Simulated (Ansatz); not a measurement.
```
Zn O H
1.0
     5.51481    0.00000    0.00000
     0.00000    5.51481    0.00000
     0.00000    0.00000    3.24301
Zn O H
4 4 1
Direct
  0.18207 0.18207 0.50000
  0.81793 0.81793 0.50000
  0.68207 0.31793 0.00000
  0.31793 0.68207 0.00000
  0.81800 0.18200 0.50000
  0.18200 0.81800 0.50000
  0.68200 0.68200 0.00000
  0.31800 0.31800 0.00000
  0.00004 0.58200 0.20000
```

Not relaxed (largest force 0.9 eV/Å); computed pressure about 3 GPa in this cell; computed without spin polarisation; PAW files of the earlier set (soft_1).

These are results of DFT PBEsol, scalar-relativistic, plane waves, PAW (Ansatz 0.2.0), not measurements.

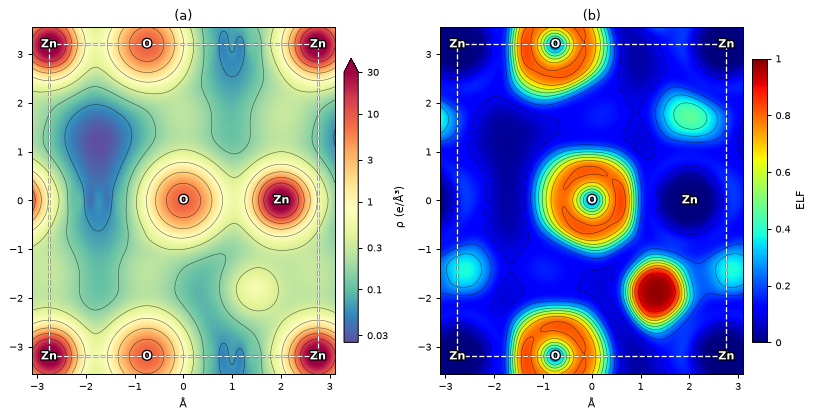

Zn$_{4}$HO$_{4}$ (distorted or defective cell). (a) valence electron density; (b) ELF on the (101) plane of the calculation cell.

Core electrons are frozen (PAW), and the valence fields are smoothed inside the atomic spheres.

Question: Describe what can be read from this map.

Answer: The section cuts through Zn and O sites.
Atoms just off the plane (H, 0.3 Å away) can leave unmarked features too.
Zn–O (2.01 Å): ρ at the midpoint is about 0.58 e/Å³; the ELF peaks at about 0.85 in the valence shell of O, 0.6 Å from its nucleus, and is about 0.25 at the midpoint: no shared electron pair shows on this line.
Between the atoms the lowest density in this plane is 0.02 e/Å³.
